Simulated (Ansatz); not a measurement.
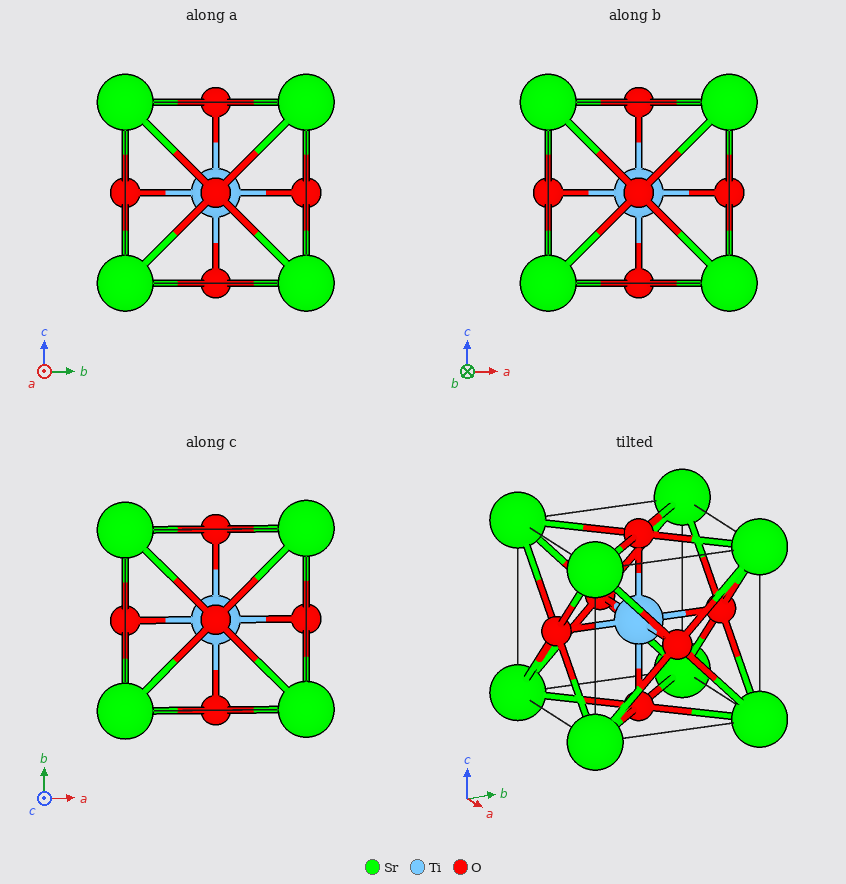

Ball-and-stick representation of a periodic structure, projected along the a axis, along the b axis, along the c axis and slightly off an axis. The lines enclose the unit cell; boundary atoms appear with their images.

Lattice parameters: a = 3.907 Å, b = 3.907 Å, c = 3.907 Å, α = 90.00°, β = 90.00°, γ = 89.43°. Put a along x and b in the xy plane.

> Write the structure as a POSCAR file.

```
Sr Ti O
1.0
     3.907    0.000    0.000
     0.039    3.907    0.000
     0.000    0.000    3.907
Sr Ti O
1 1 3
Direct
  0.0000 0.0000 0.0000
  0.5000 0.5000 0.5000
  0.5000 0.5000 0.0000
  0.5000 0.0000 0.5000
  0.0000 0.5000 0.5000
```

Origin of the cell: a structure type filled with these elements by a generator (whether the compound takes this form wasn't checked). The cell was then strained or its atoms displaced on purpose. It was run through Ansatz as a DFT input.
